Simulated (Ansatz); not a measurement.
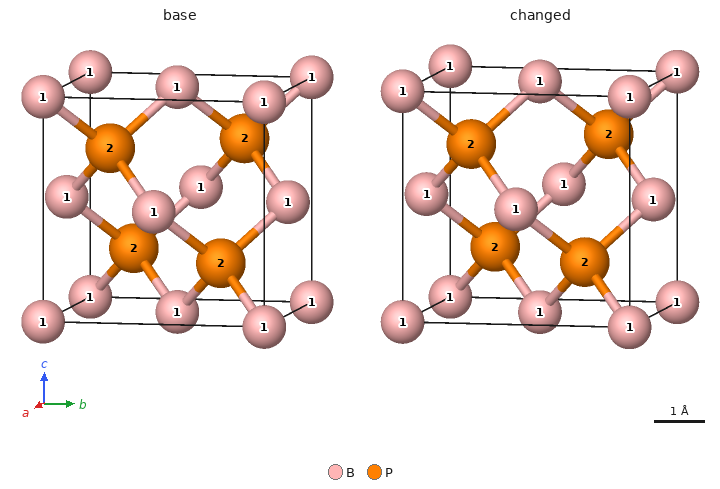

Left: a symmetric starting cell of BP. Right: the same structure after one change, at the same scale. Style: ball-and-stick. Shown: the conventional cell (4 times the calculation's cell), slightly off an axis. Lengths and directions refer to the drawn axes.

All numbers below come from DFT PBE, scalar-relativistic, plane waves, PAW in Ansatz 0.2.0. Settings: plane-wave cutoff 420 eV; k-point mesh 10 × 10 × 10; occupations gaussian; smearing width 0.02 eV; no spin polarisation.

**What was changed?**

The cell is strained by +1.1 % along a and +2.6 % across it (volume +6.4 %), the atoms keeping their fractional coordinates. No relaxation follows. The starting cell wasn't computed here and needn't be at equilibrium, so pressure and forces aren't due to the change alone.

**What does the change do?**

Near-neighbour distances before and after: B–P 1.965 → 2.006 Å. The space group (tolerance 0.01 Å) goes from F-43m (No. 216) to I-4m2 (No. 119). The pressure is −8.1 GPa (not all of it need come from the change, since the unchanged cell can be under pressure at this level too). The principal stresses (compression positive) are −5.6 GPa along a and −9.3 GPa across it. All forces vanish by symmetry.
